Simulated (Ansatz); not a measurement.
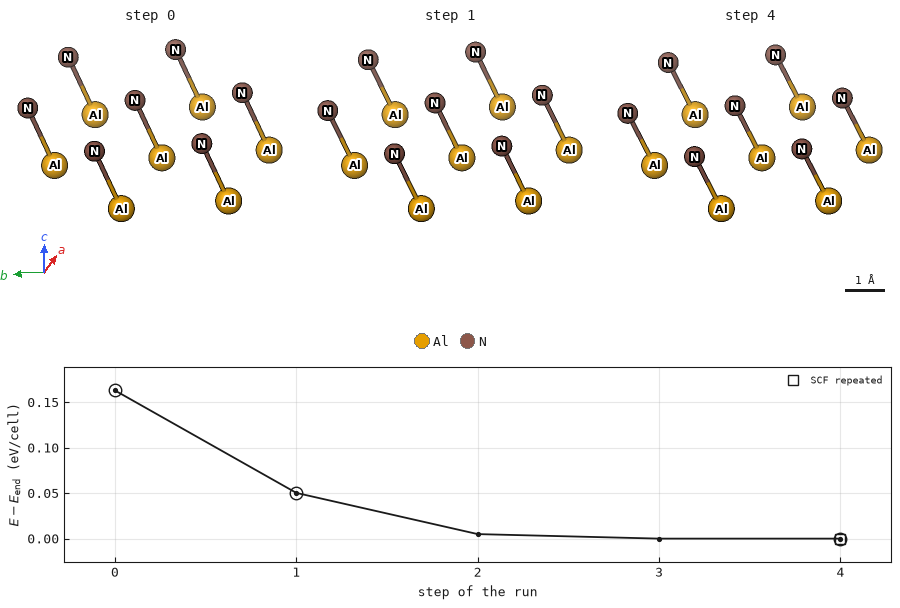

Frames of a constrained relaxation of a slab of composition Al₉N (cut from the P6_3/mmc phase), marked on the history of the run. The picture is a ball-and-stick view of the atoms within 4.2 Å of the atom that moves most (axes of the 3 × 2 repeat of the cell, outlined in the plane, without the vacuum), seen from a free direction.

Case: N over the place (0/4, 1/4) of the surface cell, its height relaxed. The slab is the (0 0 1) face of Al with N on it. 9 atoms are held fixed.

All numbers below come from DFT PBEsol, scalar-relativistic, plane waves, PAW (Ansatz). Set-up: plane-wave cutoff 420 eV; k-point mesh 12 × 12 × 1; occupations gaussian; smearing width 0.1 eV; no spin polarisation; dipole correction; atoms relaxed in a fixed cell; force threshold 0.02 eV/Å; at most 25 steps.

Q: What happens along the run?

A: After 3 accepted moves (4 points after the start) the energy has fallen by 0.163 eV per cell of the calculation. Largest force component: 1.8 eV/Å at the start, 0.0038 eV/Å at the end. 1 step only repeated the SCF at the same geometry. The N atom moves most: 0.16 Å along the normal (−c). Al stays in place. The cell stays as it was. Some distances before and after: Al–N 1.935 → 1.785 Å. From step 0 to 1: the N atom moves most (0.08 Å), energy −0.113 eV per cell of the calculation. From step 1 to 4: the N atom moves most (0.08 Å), energy −50.3 meV per cell of the calculation.

```json
{"step": "0", "E − E(0), meV/atom": "0.00", "largest force component, eV/Å": "1.7899", "note": ""}
{"step": "1", "E − E(0), meV/atom": "-11.27", "largest force component, eV/Å": "1.1092", "note": ""}
{"step": "2", "E − E(0), meV/atom": "-15.80", "largest force component, eV/Å": "0.4083", "note": ""}
{"step": "3", "E − E(0), meV/atom": "-16.30", "largest force component, eV/Å": "0.0046", "note": ""}
{"step": "4", "E − E(0), meV/atom": "-16.30", "largest force component, eV/Å": "0.0038", "note": "same geometry, SCF repeated"}
```

Limits of the set-up: the periodic images lie only 2.8 Å apart, so the values are limited by the cell's size.
